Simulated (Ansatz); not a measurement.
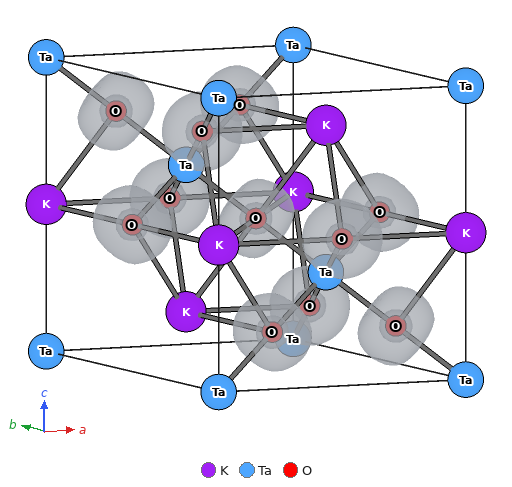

*KTaO3. Isosurface of the electron localisation function at 0.7 (grey), seen at an oblique angle. Core shells and regions of very low density are left out. Sticks mark near contacts.*

Space group R-3m; changed on purpose from its base cell (equal xy, yz and zx shear strains of -2 %, PAW files); computed pressure about 5 GPa in this cell.

These are results of DFT, PBE, PAW with Ansatz's default frozen-core files, scalar-relativistic in Ansatz, not measurements.

Q: Where are the electrons localised?

A: The surface consists of nine regions wrapped around O (the valence shell of each), counted in one cell of 15 atoms. Any copies at cell faces, edges or corners count once. Profiles from the grid: Ta–O (1.99 Å): the ELF peaks at about 0.80 in the valence shell of O, 0.6 Å from its nucleus, and drops to about 0.20 between the two atoms: no shared electron pair shows on this line. K–O (2.79 Å): the ELF is about 0.05 at the midpoint (an ionic contact with no shared pair).
